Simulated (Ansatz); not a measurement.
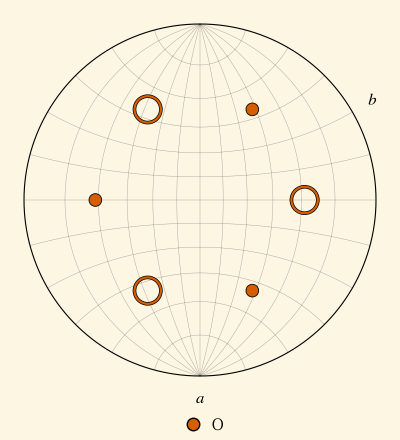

For SnO2, the input geometry of an electronic-structure calculation (not necessarily at equilibrium): directions from one tin atom at (2/3, 1/3, 5/6) to its bonded neighbours, in stereographic projection down c (filled: above the plane of the page or in it, open: below). Geometry calculated from the standardised cell; symmetry tolerance 0.002 Å.

Neighbours are counted up to 2.50 Å for O.

```yaml
crystal:
  lattice:
    - [3.23419, 0.00000, 0.00000]
    - [-1.61709, 2.80089, 0.00000]
    - [0.00000, 0.00000, 14.40178]
  atoms:
    - { symbol: Sn, position: [0.66667, 0.33333, 0.83333] }
    - { symbol: O, position: [0.33333, 0.66667, 0.90384] }
    - { symbol: O, position: [0.00000, 0.00000, 0.76283] }
    - { symbol: Sn, position: [0.33333, 0.66667, 0.16667] }
    - { symbol: O, position: [0.00000, 0.00000, 0.23717] }
    - { symbol: O, position: [0.66667, 0.33333, 0.09616] }
    - { symbol: Sn, position: [0.00000, 0.00000, 0.50000] }
    - { symbol: O, position: [0.66667, 0.33333, 0.57050] }
    - { symbol: O, position: [0.33333, 0.66667, 0.42950] }
```

### How many neighbours are there, and at what angles?

6: 6 O at 2.13 Å. Angles between bonds: 81° (6×), 99° (6×), 180° (3×).

### What is the site's symmetry in the crystal?

Point group -3m (D3d), order 12: one threefold axis, three twofold axes, three mirror planes, an inversion centre. In No. 166, R-3m, hexagonal axes this is Wyckoff position 3b.
